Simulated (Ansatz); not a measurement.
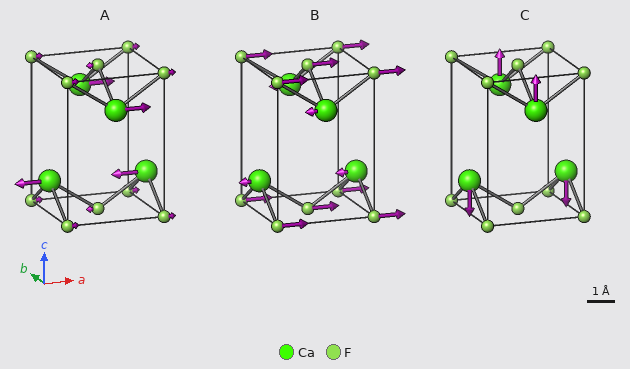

Modes of a crystal of CaF (a generated structure), space group P4/nmm (No. 129), at the zone centre (one member of each degenerate set). The purple arrows give the relative displacements of the atoms. A ball-and-stick model of the cell of the calculation, seen slightly off an axis.

The calculation used DFT PBE, scalar-relativistic, plane waves, PAW in Ansatz.

The frequencies depend somewhat on the k-mesh and the smearing.

Which are infrared-active and which Raman-active?

Answer. A is E_g, Raman-active by symmetry (153 cm⁻¹). B is E_u, infrared-active by symmetry (232 cm⁻¹). C is A₁g, Raman-active by symmetry (252 cm⁻¹). The crystal has a centre of inversion, so no mode is both. In a metal the free carriers screen the infrared response.
